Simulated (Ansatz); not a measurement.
# Ni (fcc type): how the settings move a single-point run

Aim: see which settings change the result for Ni (fcc type), by how much, and at what cost.

Method: reference: DFT, PBE, PAW with Ansatz's default frozen-core files, scalar-relativistic, in Ansatz 0.2.0.

**1. Starting point**

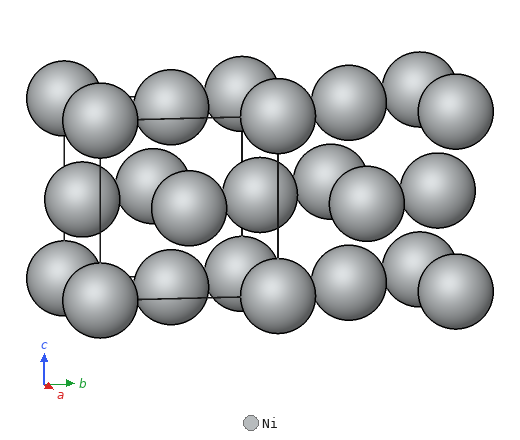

Start, viewed slightly off an axis; nickel light grey. 1×2×1 cells are drawn. Atoms on the faces are drawn again on the opposite ones. The cell drawn here is the conventional one.

Coordinates:

```cif
data_structure
_symmetry_space_group_name_H-M 'P 1'
_symmetry_Int_Tables_number 1
_cell_length_a 2.4195
_cell_length_b 2.4195
_cell_length_c 2.4195
_cell_angle_alpha 60.000
_cell_angle_beta 60.000
_cell_angle_gamma 60.000
_cell_volume 10.01
loop_
_atom_site_label
_atom_site_type_symbol
_atom_site_fract_x
_atom_site_fract_y
_atom_site_fract_z
_atom_site_occupancy
Ni1 Ni 0.00000 0.00000 0.00000 1
```

**2. Reference**

Input file input.yaml:

```yaml
crystal:
  lattice:
    - [0.0, 1.7108303217, 1.7108303217]
    - [1.7108303217, 0.0, 1.7108303217]
    - [1.7108303217, 1.7108303217, 0.0]
  atoms:
    - { symbol: Ni, position: [0.0, 0.0, 0.0], spin: 1.0 }
magnetization:
  spin_polarized: true
kpoints:
  mp_grid: { grid: [18, 18, 18] }
  band_path:
    path:
      - [0.0, 0.0, 0.0]
      - [0.5, 0.0, 0.5]
      - [0.625, 0.25, 0.625]
      - [0.375, 0.375, 0.75]
      - [0.0, 0.0, 0.0]
      - [0.5, 0.5, 0.5]
      - [0.5, 0.25, 0.75]
      - [0.5, 0.0, 0.5]
    npoints: 8
scf:
  occupations: { method: fermi_dirac, width: 0.05 }
hamiltonian:
  xc: pbe
  pseudopotentials: { kind: paw }
output:
  forces: true
  stress: true
  eigenvalues: true
  populations: true
  dos: { projected: true, de: 0.2, e_range: [-14, 8] }
```

Started as:

```
> ansatz run input.yaml --threads 1 --pin off --max-ram 3072MiB --backend cpu --events-out ev --progress --plain --runs-dir out
```

The main lines of its log:

```text
[...]
Basis set: ecut = 420 eV, 181 PW (Γ), exchange–correlation on 36×36×36 points (8 copies of the dense FFT grid, shifted against one another)
[...]
Magnetic group: BNS 225.116 (UNI 1618), of the structure as read, at distance tolerance 2.2e-5 Å
k-points: 195 of 5832
[...]
SCF iter   1: F=—  HF=-5838.900202 eV  |F-HF|=—  |Δ(HF+E_count)|=         —  Δρ=7.46e-2 (↑5.65e-2 ↓7.46e-2)  dr2=1.00e0  dr2_m=1.37e-2  M=0.865 μB ∫|m|=0.920 μB  β_m=0.30  ethr=3.10e-3  ⟨swp⟩=5.7  Hψ=28792  notcnv=0
[...]
preconditioner: auto → none  [metal: Δε(μ)=0.007 eV  Ē_g=16.808 eV  σ=0.050 eV  W_gap=0.04  n_scr=0 (ndim 8)  ℏωp=37.1 eV  f_vac=0.000  D(μ)=1.41/eV (n_scr^D=14)]
SCF iter   2: F=—  HF=-5838.675952 eV  |F-HF|=—  |Δ(HF+E_count)|=   2.24e-1  Δρ=6.33e-2 (↑2.92e-2 ↓6.33e-2)  dr2=3.55e-1  dr2_m=4.50e-2  M=0.711 μB ∫|m|=0.769 μB  β_m=0.24  ethr=3.10e-3  ⟨swp⟩=2.9  Hψ=12512  notcnv=0  defer=139
[...]
SCF iter  12: F=—  HF=-5839.677711 eV  |F-HF|=—  |Δ(HF+E_count)|=   1.17e-7  Δρ=1.04e-5 (↑2.93e-6 ↓1.04e-5)  dr2=9.00e-9  dr2_m=1.57e-9  M=0.611 μB ∫|m|=0.691 μB  β_m=0.86  ethr=3.88e-9  ⟨swp⟩=1.8  Hψ=6533  notcnv=0  defer=165
SCF iter  13: F=-5839.677711 eV  HF=-5839.677711 eV  |F-HF|=1.23e-8  |Δ(HF+E_count)|=   2.63e-9  Δρ=1.05e-5 (↑6.40e-6 ↓1.05e-5)  dr2=1.71e-8  dr2_m=4.66e-10  M=0.611 μB ∫|m|=0.691 μB  ethr=5.00e-11  ⟨swp⟩=3.8  Hψ=18225  notcnv=0
[...]
SCF converged after 13 iterations
Magnetization: 0.6112 μB (9.3056 up, 8.6944 down)
[...]
Free energy (F): -5839.677711 eV
[...]
E sigma→0 (E₀):  -5839.671728 eV
[...]
Fermi energy:    20.158722 eV
[...]
  P = ⅓ Tr σ = 20.4256 GPa (204.256 kbar)
[...]
```

Wall time 6.3 s (1 thread of Arm Neoverse V2, shared host); peak memory 0.31 GiB.

**3. Changed: eigensolver.kind davidson, ecutwfc 550 eV**

Edit input.yaml of step 2 so:

```diff
@@ -24,2 +24,3 @@
   occupations: { method: fermi_dirac, width: 0.05 }
+  eigensolver: { kind: davidson }
 hamiltonian:
@@ -32,2 +33,7 @@
   populations: true
-  dos: { projected: true, de: 0.2, e_range: [-14, 8] }
+  write_density: true
+  write_potential: true
+  elf: true
+  volumetric_format: npy
+basis:
+  ecutwfc: "550 eV"
```

Started as:

```
> ansatz run input.yaml --threads 1 --pin off --max-ram 3072MiB --backend cpu --events-out ev --progress --plain --runs-dir out
```

Output (excerpt; [...] marks lines left out):

```text
[...]
Pseudopotentials: kind: paw
Pseudopotential: Ni, paw, valence charge 18, recommended cutoff 420 eV (normal)
Functional definition: PBE
[...]
Crystal: 1 atoms, lattice volume = 10.015 Å³
Basis set: ecut = 550 eV, 283 PW (Γ), exchange–correlation on 40×40×40 points (8 copies of the dense FFT grid, shifted against one another)
Bands: 14, of which v1, the nominal top of the filled ones, is band 9 counted from 1 (8 counted from 0)
Symmetry: 48 space group operations
Space group: Fm-3m (ITA 225), of the structure as read, at distance tolerance 2.2e-5 Å
Magnetic group: BNS 225.116 (UNI 1618), of the structure as read, at distance tolerance 2.2e-5 Å
k-points: 195 of 5832
[...]
Starting moments: Σ|m| = 1 μB on 1 of 1 site
[...]
SCF iter   1: F=—  HF=-5838.893508 eV  |F-HF|=—  |Δ(HF+E_count)|=         —  Δρ=7.44e-2 (↑5.62e-2 ↓7.44e-2)  dr2=9.94e-1  dr2_m=1.38e-2  M=0.866 μB ∫|m|=0.921 μB  β_m=0.30  ethr=5.78e-3  ⟨swp⟩=2.1  Hψ=28170  notcnv=0
[...]
SCF iter  13: F=-5839.679967 eV  HF=-5839.679967 eV  |F-HF|=9.29e-10  |Δ(HF+E_count)|=   2.33e-8  Δρ=4.94e-6 (↑4.94e-6 ↓3.54e-6)  dr2=3.57e-9  dr2_m=6.71e-11  M=0.611 μB ∫|m|=0.691 μB  ethr=4.25e-11  ⟨swp⟩=4.9  Hψ=16182  notcnv=0
[...]
NSCF: frozen V_eff on 57 k-points
SCF converged after 13 iterations
Magnetization: 0.6112 μB (9.3056 up, 8.6944 down)
Absolute magnetization: 0.6918 μB (∫|ρ↑−ρ↓|, with the PAW one-centre terms)
Spin contamination: 0.0056 ħ² per cell (⟨S²⟩ above its minimum at these occupations)
Per-site moments (μB) at R_I (Å): [(0.6459823942077451, 0.9980352705952471)]
Free energy (F): -5839.679967 eV
[...]
E sigma→0 (E₀):  -5839.673984 eV
Entropy (-TS):   -0.011966 eV (-11.966 meV/atom)
Fermi energy:    20.154605 eV
[...]
--- Forces (eV/Å), atoms counted from 1 ---
  atom   1  Ni    -0.00000000     0.00000000    -0.00000000
[...]
--- Stress (GPa, compression-positive) ---
       20.374189      -0.000000       0.000000
       -0.000000      20.374189       0.000000
        0.000000      -0.000000      20.374189
  P = ⅓ Tr σ = 20.3742 GPa (203.742 kbar)
--- Band table (eV; the first three rows and the last of 390) ---
  k-point 0 ↑: bands = ["-83.6629", "-43.8760", "-43.8760", "-43.8760", "10.4338", "17.4797", "17.4797", "17.4797", "18.8142", "18.8142", "44.3074", "48.9033", "48.9033", "48.9033"]
[...]
--- Löwdin populations: 1 site ---
  site symbol       q [e]    m [muB]
     0     Ni     17.7806     0.6382
  spilling = 0.012186 (of n_electrons = 18.000000)
```

Wall time 8.4 s (1 thread of Arm Neoverse V2, shared host); peak memory 0.31 GiB.

Changing the solver and cutoff moves the energy by -2.3 meV/atom. More plane waves (550 against 420 eV) lower the energy, so the reference carries about that much basis error.

**4. All runs together**

| run | ending | energy change | pressure (GPa) | abs. moment (μB) | force (eV/Å) | cycles | time |
| --- | --- | --- | --- | --- | --- | --- | --- |
| reference | converged | 0 | 20.4 | 0.69 | 0.00 | 13 | 6.3 s |
| 1: eigensolver.kind davidson, ecutwfc 550 eV | converged | -2.3 meV/atom | 20.4 | 0.69 | 0.00 | 13 | 8.4 s |

Times don't compare one to one where runs were asked for different outputs or read a saved state (see the inputs); cycles may leave out searches for a lower state.

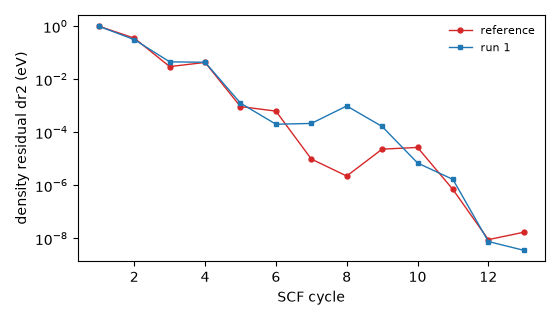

Residual by cycle in the longest SCF loop of each run; runs are numbered as in the table.

**Reading.** Changing the solver and cutoff moves the energy by -2.3 meV/atom. The structure is not at rest: the sound run finds 20 GPa, so these are no properties of the relaxed crystal. 
